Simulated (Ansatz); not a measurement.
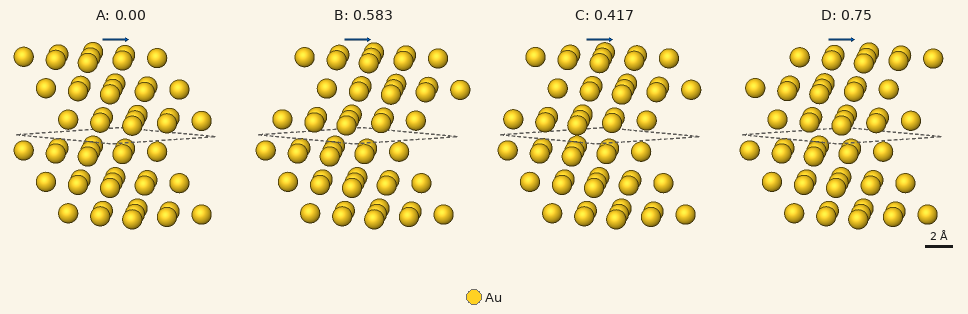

A scan of solid Au (Fm-3m): the crystal above a cut along the (1 1 1) plane of the conventional cell (between a plane of Au below and one of Au above, 2.36 Å apart) is slid rigidly by fractions of an in-plane lattice vector 5.01 Å long (a generalised stacking fault). One cut stands in each cell, which starts 14.2 Å high; nothing is relaxed, and the dashed outline marks the cut, the arrow on top the direction of slip. A spheres-only model of the layers on both sides of the cut, seen from the side, nearly along the cut plane.

Level of theory: DFT PBE, scalar-relativistic, plane waves, PAW (Ansatz). Settings: plane-wave cutoff 420 eV; k-point mesh 18 × 18 × 4; occupations gaussian; smearing width 0.15 eV; no spin polarisation. Energies (free energies at the smearing named) are counted from the cell as listed in its source, which wasn't relaxed.

Rank the frames from lowest to highest energy.

Lowest first: A (the slip 0.00, 0 mJ/m²), D (the slip 0.75, 93 mJ/m²), B (the slip 0.583, 175 mJ/m²), C (the slip 0.417, 1407 mJ/m²). Over the whole scan: the curve starts and ends at zero, since a full lattice vector restores the crystal. Its highest computed point is 1772 mJ/m² at slip 0.333. The local minimum at 0.667 (38 mJ/m²) is a metastable fault on this line; the lower of the two humps that part it from the perfect crystal is 128 mJ/m² high. The path isn't symmetric about half-way. Relaxation across the fault would lower the values.
